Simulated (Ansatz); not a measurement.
Run report: Ti24O47, geometry relaxation (part 1 of 2)

The run: geometry relaxation of Ti24O47 (defect cell, 71 atoms in the cell). Method and program: DFT, PBEsol, PAW, plane waves (Ansatz 0.2.0).

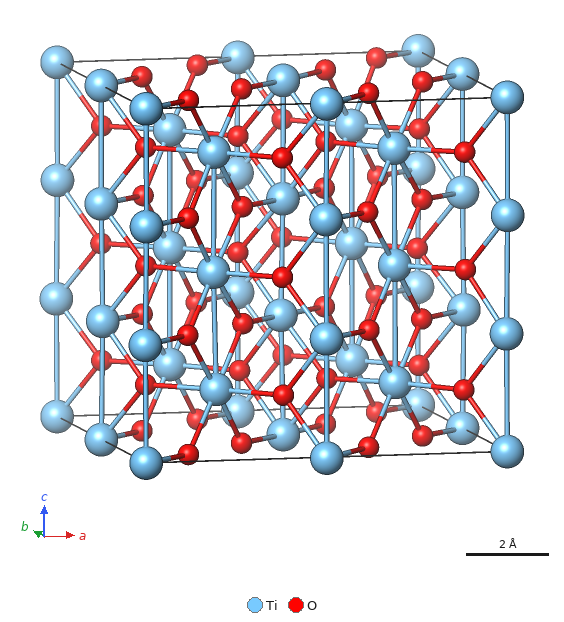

Fig. 1: The structure as given in the input (ball-and-stick view of the cell of the calculation, seen slightly off an axis). Near neighbours in the crystal (not all of them lie inside the picture): Ti has 6 O at 1.88 to 2.03 Å and 2 Ti at 2.88 to 2.99 Å; Ti has 5 O at 1.91 to 2.02 Å and 2 Ti at 2.90 to 2.98 Å; O has 3 Ti at 1.88 to 2.03 Å.

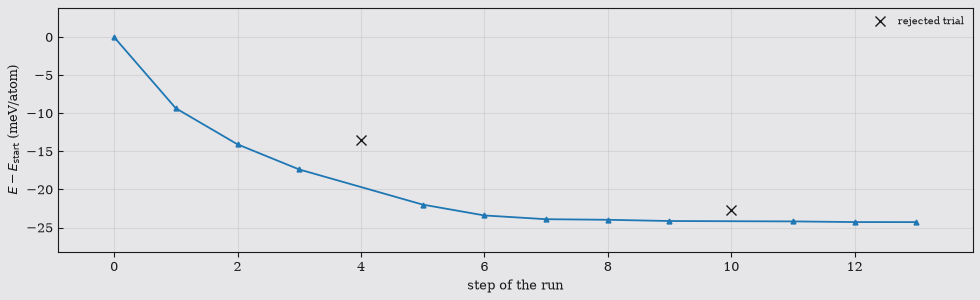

Fig. 2: Progress of the relaxation, step by step (the first geometry is step 0 here and step 1 in the log).

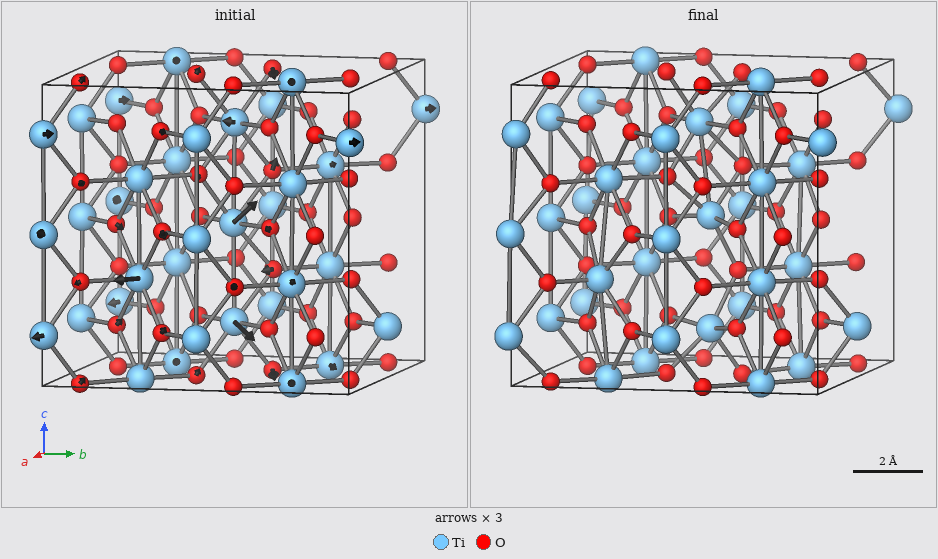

Fig. 3: Before (left) and after (right) the relaxation, at one scale (ball-and-stick view of the cell of the calculation (origin shifted), seen slightly off an axis). The black arrows give the displacements, magnified 3 times. The energy falls by 24.3 meV per atom in 13 geometry steps. The largest force component goes from 1.4 to 0.017 eV/Å. The line search rejected the trial steps at points 4, 10 (counted from 0) and went back. Ti12 moves most: 0.33 Å. Largest moves by element: Ti 0.33 Å, O 0.14 Å. The cell stays as it was. Among the contacts that change: Ti11–Ti12 2.900 → 3.305 Å, Ti20–O67 2.014 → 1.772 Å, Ti12–O65 1.966 → 1.767 Å, Ti10–Ti11 2.979 → 2.781 Å. Among the angles that change: Ti11–O64–Ti12 96.0° → 121.0°, Ti10–Ti12–O64 136.8° → 158.2°, Ti10–Ti11–O64 139.3° → 158.3°. (Atoms are counted from 1 in the order of the input.)

These pictures come from the run below.

## The input
```yaml
crystal:
  lattice:
    - [9.182828, 0.000000, 0.000000]
    - [0.000000, 9.182828, 0.000000]
    - [0.000000, 0.000000, 8.816612]
  atoms:
    - { symbol: Ti, position: [0.999302, 0.999666, 0.999740] }
    - { symbol: Ti, position: [0.997457, 0.000968, 0.332128] }
    - { symbol: Ti, position: [0.000608, 0.000965, 0.666715] }
    - { symbol: Ti, position: [0.998565, 0.499676, 0.999965] }
    - { symbol: Ti, position: [0.002096, 0.498586, 0.334393] }
    - { symbol: Ti, position: [0.998423, 0.499879, 0.666090] }
    - { symbol: Ti, position: [0.500024, 0.001413, 0.997239] }
    - { symbol: Ti, position: [0.498625, 0.998877, 0.334241] }
    - { symbol: Ti, position: [0.498251, 0.002960, 0.670624] }
    - { symbol: Ti, position: [0.502783, 0.501269, 0.997956] }
    - { symbol: Ti, position: [0.495360, 0.497872, 0.335691] }
    - { symbol: Ti, position: [0.500451, 0.496237, 0.664605] }
    - { symbol: Ti, position: [0.255268, 0.250830, 0.166505] }
    - { symbol: Ti, position: [0.247172, 0.249518, 0.497697] }
    - { symbol: Ti, position: [0.248958, 0.249504, 0.836555] }
    - { symbol: Ti, position: [0.249777, 0.749059, 0.171360] }
    - { symbol: Ti, position: [0.249243, 0.749257, 0.501156] }
    - { symbol: Ti, position: [0.249401, 0.750566, 0.833926] }
    - { symbol: Ti, position: [0.752332, 0.254770, 0.169589] }
    - { symbol: Ti, position: [0.749667, 0.250710, 0.501128] }
    - { symbol: Ti, position: [0.747489, 0.248805, 0.831725] }
    - { symbol: Ti, position: [0.755139, 0.750564, 0.166999] }
    - { symbol: Ti, position: [0.752803, 0.747692, 0.497233] }
    - { symbol: Ti, position: [0.753762, 0.752467, 0.829387] }
    - { symbol: O, position: [0.153573, 0.150836, 0.998928] }
    - { symbol: O, position: [0.152958, 0.156045, 0.335107] }
    - { symbol: O, position: [0.152957, 0.150737, 0.666464] }
    - { symbol: O, position: [0.148923, 0.654327, 0.999790] }
    - { symbol: O, position: [0.149193, 0.652916, 0.329504] }
    - { symbol: O, position: [0.151677, 0.652021, 0.664247] }
    - { symbol: O, position: [0.653057, 0.154206, 0.002647] }
    - { symbol: O, position: [0.654196, 0.153464, 0.333600] }
    - { symbol: O, position: [0.649465, 0.149964, 0.667609] }
    - { symbol: O, position: [0.656881, 0.652870, 0.002472] }
    - { symbol: O, position: [0.653162, 0.650594, 0.334647] }
    - { symbol: O, position: [0.653866, 0.654336, 0.668673] }
    - { symbol: O, position: [0.349256, 0.348069, 0.998920] }
    - { symbol: O, position: [0.352496, 0.345768, 0.336497] }
    - { symbol: O, position: [0.352188, 0.350670, 0.665997] }
    - { symbol: O, position: [0.349844, 0.846666, 0.000473] }
    - { symbol: O, position: [0.347764, 0.850453, 0.330086] }
    - { symbol: O, position: [0.347835, 0.847349, 0.674186] }
    - { symbol: O, position: [0.849834, 0.344905, 0.003343] }
    - { symbol: O, position: [0.848136, 0.348158, 0.333242] }
    - { symbol: O, position: [0.849764, 0.350238, 0.670308] }
    - { symbol: O, position: [0.846611, 0.849074, 0.004443] }
    - { symbol: O, position: [0.846044, 0.849960, 0.333277] }
    - { symbol: O, position: [0.849528, 0.848801, 0.670184] }
    - { symbol: O, position: [0.096478, 0.399647, 0.165452] }
    - { symbol: O, position: [0.098302, 0.404265, 0.500161] }
    - { symbol: O, position: [0.097209, 0.402967, 0.835155] }
    - { symbol: O, position: [0.098548, 0.901692, 0.167541] }
    - { symbol: O, position: [0.096552, 0.901960, 0.498136] }
    - { symbol: O, position: [0.098244, 0.900070, 0.830204] }
    - { symbol: O, position: [0.598384, 0.399421, 0.166975] }
    - { symbol: O, position: [0.597758, 0.406802, 0.834376] }
    - { symbol: O, position: [0.601488, 0.902630, 0.166167] }
    - { symbol: O, position: [0.597976, 0.905062, 0.499407] }
    - { symbol: O, position: [0.597352, 0.897688, 0.833109] }
    - { symbol: O, position: [0.403013, 0.095461, 0.165550] }
    - { symbol: O, position: [0.401284, 0.099227, 0.497850] }
    - { symbol: O, position: [0.400233, 0.097223, 0.835473] }
    - { symbol: O, position: [0.406056, 0.600463, 0.168837] }
    - { symbol: O, position: [0.401397, 0.601469, 0.502358] }
    - { symbol: O, position: [0.400999, 0.598511, 0.830910] }
    - { symbol: O, position: [0.902403, 0.095084, 0.164365] }
    - { symbol: O, position: [0.907632, 0.098550, 0.503490] }
    - { symbol: O, position: [0.905350, 0.097607, 0.835357] }
    - { symbol: O, position: [0.901498, 0.595059, 0.167898] }
    - { symbol: O, position: [0.897750, 0.599302, 0.498127] }
    - { symbol: O, position: [0.903266, 0.599022, 0.835002] }
  symmetry: { detect: false }
kpoints:
  mp_grid: { grid: [1, 1, 1], shift: [0.25, 0.25, 0.25] }
hamiltonian:
  xc: pbesol
scf:
  occupations: { method: fermi_dirac, width: 0.01 }
relax:
  f_tol: 0.03
  max_steps: 80
  escape_saddle: false
  adjacent_minimum: "off"
output:
  forces: true
  eigenvalues: true
  populations: true
```

Command:
```bash
ansatz run in.yaml --threads 7 --pin off --max-ram 13300MiB --runs-dir r --events-out ev --progress --plain
```

## Output
```
Pseudopotentials: kind: paw
Functional definition: PBEsol
  exchange = pbesol_x
  correlation = pbesol_c
Crystal: 71 atoms, lattice volume = 743.455 Å³
Basis set: ecut = 420 eV, 14577 PW (Γ), exchange–correlation on 128×128×120 points (8 copies of the dense FFT grid, shifted against one another)
Bands: 356, of which v1, the nominal top of the filled ones, is band 285 counted from 1 (284 counted from 0)
Symmetry: 1 space group operations
k-points: 1
Non-local potential: Ti, projectors of the file, l = 0: 3, l = 1: 2, l = 2: 3, l = 3: 1
Non-local potential: O, projectors of the file, l = 0: 2, l = 1: 2, l = 2: 1
PAW form: soft (Blöchl's): semilocal exchange-correlation on the pseudo side does not see the compensation charge
PAW frozen core: Ti, regenerated for the run's functional, and the local potential with it (the file was generated under x = pbe(κ = 0.804, μ = 0.2195149727645171), c = pbe(β = 0.06672455060314922))
PAW frozen core: O, regenerated for the run's functional, and the local potential with it (the file was generated under x = pbe(κ = 0.804, μ = 0.2195149727645171), c = pbe(β = 0.06672455060314922))
PAW one-centre angular grid: Ti, 590 points (default); XC on 64 Gauss nodes
PAW one-centre angular grid: O, 110 points (default); XC on 64 Gauss nodes
Initial density: superposition of atomic densities (neutral atoms: chi_scale 0, normalization atom), corrected by the library's trained network
Initial wavefunctions: pseudopotential atomic-orbital guess
Functional: x = pbesol(κ = 0.804, μ = 0.12345679012345678), c = pbesol(β = 0.046)
SCF iter   1: F=—  HF=-85831.363140 eV  |F-HF|=—  |Δ(HF+E_count)|=         —  Δρ=2.10e-2  dr2=3.84e0  ethr=1.77e-3  ⟨swp⟩=4.0  Hψ=1268  notcnv=0  defer=21
preconditioner: auto → Resta (q_TF=auto, 2.610 Å⁻¹)  ε∞=9.1  [insulator: Δε(μ)=0.684 eV  Ē_g=9.314 eV  σ=0.010 eV  W_gap=1.00  n_scr=234 (ndim 8)  ℏωp=26.5 eV  f_vac=0.017  D(μ)=0.00/eV (n_scr^D=0)  ε∞_Penn≈9.1]
SCF iter   2: F=—  HF=-85830.735083 eV  |F-HF|=—  |Δ(HF+E_count)|=   6.28e-1  Δρ=1.02e-2  dr2=8.56e-1  ethr=6.73e-4  ⟨swp⟩=2.0  Hψ=562  notcnv=0  defer=61
SCF iter   3: F=—  HF=-85830.595812 eV  |F-HF|=—  |Δ(HF+E_count)|=   1.39e-1  Δρ=3.75e-3  dr2=1.92e-1  ethr=1.50e-4  ⟨swp⟩=3.0  Hψ=448  notcnv=0  defer=61
SCF iter   4: F=—  HF=-85830.555328 eV  |F-HF|=—  |Δ(HF+E_count)|=   4.05e-2  Δρ=1.34e-3  dr2=2.79e-2  ethr=3.38e-5  ⟨swp⟩=4.0  Hψ=587  notcnv=0  defer=61
SCF iter   5: F=—  HF=-85830.550628 eV  |F-HF|=—  |Δ(HF+E_count)|=   4.70e-3  Δρ=7.07e-4  dr2=5.88e-3  ethr=4.89e-6  ⟨swp⟩=4.0  Hψ=628  notcnv=0  defer=55
SCF iter   6: F=—  HF=-85830.550262 eV  |F-HF|=—  |Δ(HF+E_count)|=   3.67e-4  Δρ=2.86e-4  dr2=9.40e-4  ethr=1.03e-6  ⟨swp⟩=2.0  Hψ=582  notcnv=0  defer=55
SCF iter   7: F=—  HF=-85830.550209 eV  |F-HF|=—  |Δ(HF+E_count)|=   5.32e-5  Δρ=1.53e-4  dr2=2.78e-4  ethr=1.65e-7  ⟨swp⟩=2.0  Hψ=599  notcnv=0  defer=55
SCF iter   8: F=—  HF=-85830.550198 eV  |F-HF|=—  |Δ(HF+E_count)|=   1.10e-5  Δρ=7.61e-5  dr2=5.55e-5  ethr=4.89e-8  ⟨swp⟩=2.0  Hψ=496  notcnv=0  defer=55
SCF iter   9: F=-85830.550193 eV  HF=-85830.550194 eV  |F-HF|=1.58e-6  |Δ(HF+E_count)|=   3.07e-6  Δρ=2.69e-5  dr2=7.86e-6  ethr=3.95e-9  ⟨swp⟩=9.0  Hψ=1487  notcnv=0
SCF 1 converged in 9 iterations: F = -85830.550193 eV  dr2 = 7.86e-6
  greatest PAW one-centre occupation: 0.999 electrons in one spin orbital (limit 2), on the Ti atom at site 18 (counted from 0), in its partial waves of l = 0
relax step   1: F+E_penalty+E_count = -85830.55019285 eV  Δ(F+E_penalty+E_count) = +0.000e0 eV  max|allowed force component| = 1.391e0 eV/Å  Δτ_max = 0.0000 Å  (9 SCF iters, dr2 threshold 2.25e-5 eV, accepted)
Initial density: handed on by an earlier stage of this run
Initial wavefunctions: those handed on with the density
iter 1 solved again at ethr=2.44e-4 eV; its pass at ethr=3.10e-3 eV (dr2=1.39e0 eV) is discarded
SCF iter   1: F=—  HF=-85831.303684 eV  |F-HF|=—  |Δ(HF+E_count)|=         —  Δρ=8.07e-3  dr2=1.21e0  ethr=2.44e-4  ⟨swp⟩=1.0  Hψ=962  notcnv=0  defer=55
preconditioner: auto → LDOS  [insulator: Δε(μ)=0.066 eV  Ē_g=9.467 eV  σ=0.010 eV  W_gap=0.93  n_scr=234 (ndim 8)  ℏωp=26.5 eV  f_vac=0.013  D(μ)=15.84/eV (n_scr^D=84)  ε∞_Penn≈8.8  β→1.0]
SCF iter   2: F=—  HF=-85831.308726 eV  |F-HF|=—  |Δ(HF+E_count)|=   5.04e-3  Δρ=6.98e-3  dr2=4.66e-1  ethr=2.12e-4  ⟨swp⟩=4.0  Hψ=598  notcnv=0  defer=55
preconditioner: auto → Resta (q_TF=auto, 2.610 Å⁻¹)  ε∞=8.8  [insulator: Δε(μ)=0.199 eV  Ē_g=9.469 eV  σ=0.010 eV  W_gap=1.00  n_scr=234 (ndim 8)  ℏωp=26.5 eV  f_vac=0.013  D(μ)=0.02/eV (n_scr^D=0)  ε∞_Penn≈8.8  β→0.5]
SCF iter   3: F=—  HF=-85831.235545 eV  |F-HF|=—  |Δ(HF+E_count)|=   7.32e-2  Δρ=3.73e-3  dr2=1.86e-1  ethr=8.18e-5  ⟨swp⟩=7.0  Hψ=637  notcnv=0  defer=55
SCF iter   4: F=—  HF=-85831.214038 eV  |F-HF|=—  |Δ(HF+E_count)|=   2.15e-2  Δρ=1.18e-3  dr2=9.84e-3  ethr=3.26e-5  ⟨swp⟩=3.0  Hψ=618  notcnv=0  defer=55
SCF iter   5: F=—  HF=-85831.214647 eV  |F-HF|=—  |Δ(HF+E_count)|=   6.09e-4  Δρ=9.87e-4  dr2=1.02e-2  ethr=1.73e-6  ⟨swp⟩=5.0  Hψ=606  notcnv=0  defer=55
SCF iter   6: F=—  HF=-85831.213703 eV  |F-HF|=—  |Δ(HF+E_count)|=   9.44e-4  Δρ=3.79e-4  dr2=2.19e-3  ethr=1.73e-6  ⟨swp⟩=2.0  Hψ=647  notcnv=0  defer=55
SCF iter   7: F=—  HF=-85831.213527 eV  |F-HF|=—  |Δ(HF+E_count)|=   1.76e-4  Δρ=2.06e-4  dr2=7.07e-4  ethr=3.84e-7  ⟨swp⟩=2.0  Hψ=520  notcnv=0  defer=55
SCF iter   8: F=-85831.213439 eV  HF=-85831.213457 eV  |F-HF|=1.82e-5  |Δ(HF+E_count)|=   6.95e-5  Δρ=5.58e-5  dr2=3.07e-5  ethr=1.75e-8  ⟨swp⟩=9.0  Hψ=1718  notcnv=0
relax step   2: F+E_penalty+E_count = -85831.21343882 eV  Δ(F+E_penalty+E_count) = -6.632e-1 eV  max|allowed force component| = 7.489e-1 eV/Å  Δτ_max = 0.0668 Å  (8 SCF iters, dr2 threshold 1.00e-4 eV, accepted)
preconditioner: auto → LDOS  [insulator: Δε(μ)=0.033 eV  Ē_g=9.495 eV  σ=0.010 eV  W_gap=0.67  n_scr=234 (ndim 8)  ℏωp=26.5 eV  f_vac=0.013  D(μ)=64.89/eV (n_scr^D=774)  ε∞_Penn≈8.8  β→1.0]
preconditioner: auto → Resta (q_TF=auto, 2.610 Å⁻¹)  ε∞=8.7  [insulator: Δε(μ)=0.204 eV  Ē_g=9.513 eV  σ=0.010 eV  W_gap=1.00  n_scr=234 (ndim 8)  ℏωp=26.5 eV  f_vac=0.014  D(μ)=0.02/eV (n_scr^D=0)  ε∞_Penn≈8.7  β→0.5]
relax step   3: F+E_penalty+E_count = -85831.54961258 eV  Δ(F+E_penalty+E_count) = -3.362e-1 eV  max|allowed force component| = 9.354e-1 eV/Å  Δτ_max = 0.1114 Å  (10 SCF iters, dr2 threshold 3.51e-5 eV, accepted)
preconditioner: auto → LDOS  [insulator: Δε(μ)=0.043 eV  Ē_g=9.530 eV  σ=0.010 eV  W_gap=0.79  n_scr=234 (ndim 8)  ℏωp=26.5 eV  f_vac=0.015  D(μ)=41.63/eV (n_scr^D=420)  ε∞_Penn≈8.7  β→1.0]
relax step   4: F+E_penalty+E_count = -85831.78369526 eV  Δ(F+E_penalty+E_count) = -2.341e-1 eV  max|allowed force component| = 1.257e0 eV/Å  Δτ_max = 0.0973 Å  (12 SCF iters, dr2 threshold 1.00e-4 eV, accepted)
preconditioner: auto → Resta (q_TF=auto, 2.610 Å⁻¹)  ε∞=8.6  [insulator: Δε(μ)=0.188 eV  Ē_g=9.614 eV  σ=0.010 eV  W_gap=1.00  n_scr=234 (ndim 8)  ℏωp=26.5 eV  f_vac=0.022  D(μ)=0.04/eV (n_scr^D=0)  ε∞_Penn≈8.6]
preconditioner: auto → LDOS  [insulator: Δε(μ)=0.059 eV  Ē_g=9.629 eV  σ=0.010 eV  W_gap=0.90  n_scr=234 (ndim 8)  ℏωp=26.5 eV  f_vac=0.022  D(μ)=18.49/eV (n_scr^D=120)  ε∞_Penn≈8.6  β→1.0]
relax step   5: F+E_penalty+E_count = -85831.50868356 eV  Δ(F+E_penalty+E_count) = +2.750e-1 eV  max|allowed force component| = 3.768e0 eV/Å  Δτ_max = 0.1908 Å  (13 SCF iters, dr2 threshold 1.00e-4 eV, rejected (line search))
preconditioner: auto → LDOS  [insulator: Δε(μ)=0.046 eV  Ē_g=9.581 eV  σ=0.010 eV  W_gap=0.82  n_scr=234 (ndim 8)  ℏωp=26.5 eV  f_vac=0.021  D(μ)=40.45/eV (n_scr^D=380)  ε∞_Penn≈8.6  β→1.0]
relax step   6: F+E_penalty+E_count = -85832.11107959 eV  Δ(F+E_penalty+E_count) = -3.274e-1 eV  max|allowed force component| = 7.290e-1 eV/Å  Δτ_max = 0.0928 Å  (23 SCF iters, accepted)
preconditioner: auto → LDOS  [metal: Δε(μ)=0.016 eV  Ē_g=9.596 eV  σ=0.010 eV  W_gap=0.39  n_scr=234 (ndim 8)  ℏωp=26.5 eV  f_vac=0.022  D(μ)=89.83/eV (n_scr^D=1292)  β→1.0]
relax step   7: F+E_penalty+E_count = -85832.21226230 eV  Δ(F+E_penalty+E_count) = -1.012e-1 eV  max|allowed force component| = 5.124e-1 eV/Å  Δτ_max = 0.1000 Å  (11 SCF iters, dr2 threshold 1.00e-4 eV, accepted)
preconditioner: auto → LDOS  [insulator: Δε(μ)=0.024 eV  Ē_g=9.585 eV  σ=0.010 eV  W_gap=0.54  n_scr=234 (ndim 8)  ℏωp=26.5 eV  f_vac=0.022  D(μ)=74.78/eV (n_scr^D=986)  ε∞_Penn≈8.6  β→1.0]
relax step   8: F+E_penalty+E_count = -85832.24728752 eV  Δ(F+E_penalty+E_count) = -3.503e-2 eV  max|allowed force component| = 9.973e-2 eV/Å  Δτ_max = 0.0221 Å  (10 SCF iters, dr2 threshold 8.84e-5 eV, accepted)
preconditioner: auto → LDOS  [insulator: Δε(μ)=0.029 eV  Ē_g=9.585 eV  σ=0.010 eV  W_gap=0.61  n_scr=234 (ndim 8)  ℏωp=26.5 eV  f_vac=0.022  D(μ)=64.17/eV (n_scr^D=774)  ε∞_Penn≈8.6  β→1.0]
relax step   9: F+E_penalty+E_count = -85832.25278595 eV  Δ(F+E_penalty+E_count) = -5.498e-3 eV  max|allowed force component| = 1.888e-1 eV/Å  Δτ_max = 0.0565 Å  (17 SCF iters, accepted)
preconditioner: auto → LDOS  [insulator: Δε(μ)=0.028 eV  Ē_g=9.584 eV  σ=0.010 eV  W_gap=0.61  n_scr=234 (ndim 8)  ℏωp=26.5 eV  f_vac=0.022  D(μ)=64.93/eV (n_scr^D=774)  ε∞_Penn≈8.6  β→1.0]
relax step  10: F+E_penalty+E_count = -85832.26418545 eV  Δ(F+E_penalty+E_count) = -1.140e-2 eV  max|allowed force component| = 8.695e-2 eV/Å  Δτ_max = 0.0245 Å  (11 SCF iters, dr2 threshold 2.23e-6 eV, accepted)
preconditioner: auto → LDOS  [insulator: Δε(μ)=0.081 eV  Ē_g=9.592 eV  σ=0.010 eV  W_gap=0.97  n_scr=234 (ndim 8)  ℏωp=26.5 eV  f_vac=0.022  D(μ)=7.10/eV (n_scr^D=26)  ε∞_Penn≈8.6  β→1.0]
relax step  11: F+E_penalty+E_count = -85832.16533327 eV  Δ(F+E_penalty+E_count) = +9.885e-2 eV  max|allowed force component| = 2.666e-1 eV/Å  Δτ_max = 0.0799 Å  (11 SCF iters, dr2 threshold 1.60e-6 eV, rejected (line search))
preconditioner: auto → LDOS  [insulator: Δε(μ)=0.046 eV  Ē_g=9.593 eV  σ=0.010 eV  W_gap=0.81  n_scr=234 (ndim 8)  ℏωp=26.5 eV  f_vac=0.022  D(μ)=34.25/eV (n_scr^D=296)  ε∞_Penn≈8.6  β→1.0]
relax step  12: F+E_penalty+E_count = -85832.26784771 eV  Δ(F+E_penalty+E_count) = -3.662e-3 eV  max|allowed force component| = 1.642e-1 eV/Å  Δτ_max = 0.0335 Å  (17 SCF iters, accepted)
preconditioner: auto → LDOS  [insulator: Δε(μ)=0.033 eV  Ē_g=9.588 eV  σ=0.010 eV  W_gap=0.68  n_scr=234 (ndim 8)  ℏωp=26.5 eV  f_vac=0.022  D(μ)=54.53/eV (n_scr^D=610)  ε∞_Penn≈8.6  β→1.0]
SCF iter   8: F=—  HF=-85832.274054 eV  |F-HF|=—  |Δ(HF+E_count)|=   9.67e-7  Δρ=2.93e-5  dr2=1.17e-5  ethr=6.05e-9  ⟨swp⟩=2.0  Hψ=373  notcnv=0  defer=53
SCF iter   9: F=—  HF=-85832.274054 eV  |F-HF|=—  |Δ(HF+E_count)|=   3.37e-7  Δρ=2.20e-5  dr2=7.04e-6  ethr=1.00e-9  ⟨swp⟩=8.0  Hψ=1240  notcnv=0
SCF iter  10: F=-85832.274050 eV  HF=-85832.274053 eV  |F-HF|=3.38e-6  |Δ(HF+E_count)|=   4.41e-7  Δρ=1.67e-5  dr2=3.67e-6  ethr=1.00e-9  ⟨swp⟩=3.0  Hψ=810  notcnv=0
SCF 13 converged in 10 iterations: F = -85832.274050 eV  dr2 = 3.67e-6
  greatest PAW one-centre occupation: 0.999 electrons in one spin orbital (limit 2), on the Ti atom at site 3 (counted from 0), in its partial waves of l = 0
relax step  13: F+E_penalty+E_count = -85832.27404968 eV  Δ(F+E_penalty+E_count) = -6.202e-3 eV  max|allowed force component| = 4.783e-2 eV/Å  Δτ_max = 0.0236 Å  (10 SCF iters, dr2 threshold 5.72e-6 eV, accepted)
```
